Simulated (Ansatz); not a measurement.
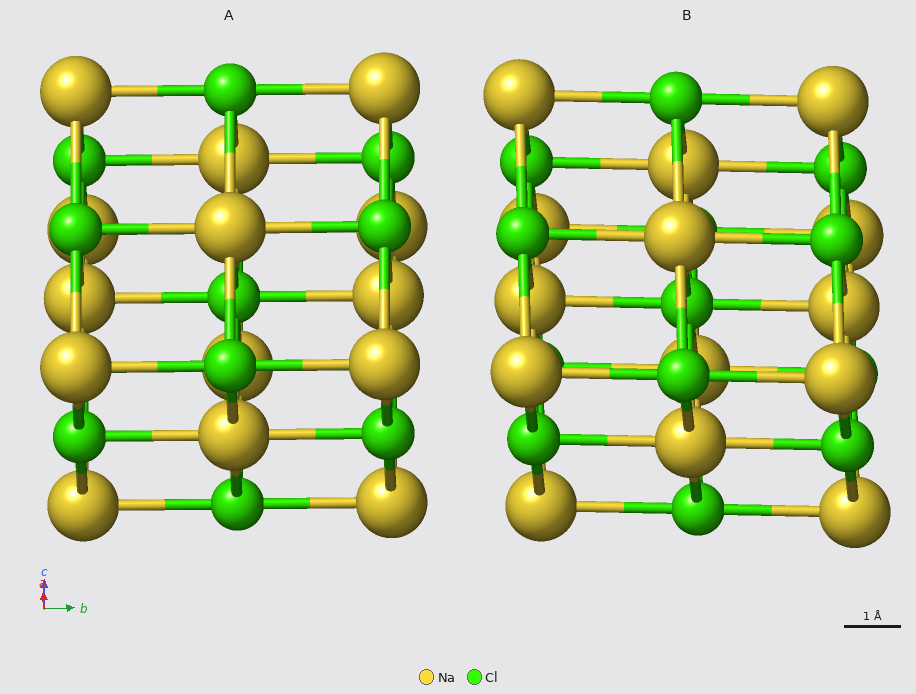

Two geometries of solid NaCl (built on the rocksalt type) at its r2SCAN-relaxed geometry: one is the relaxed structure, the other was perturbed away from it. Style: ball-and-stick. Shown: the conventional cell (4 times the calculation's cell), from a free direction. Lengths and directions refer to the drawn axes.

Method: Ansatz, DFT, r2SCAN, plane waves, PAW. Settings: plane-wave cutoff 500 eV; k-point mesh 8 × 8 × 8; occupations fixed; no spin polarisation.

Which one is perturbed?

Structure B is the perturbed one. The cell is strained by −3.2 % along [1 1 1] and +4.0 % across it (volume +4.7 %). The atoms and the free axis were relaxed with r2SCAN under that strain, and this is a single point on that geometry. Some distances before and after: Cl–Na 2.803 → 2.849 Å. The space group (tolerance 0.01 Å) goes from Fm-3m (No. 225) to R-3m (No. 166). The energy rises by 9.7 meV per atom. The pressure goes from 0.0 to −1.1 GPa. The principal stresses (compression positive) are 0.0 GPa along [1 1 1] and −1.7 GPa across it. All forces vanish by symmetry. The band gap: 5.98 eV before, 5.59 eV after.
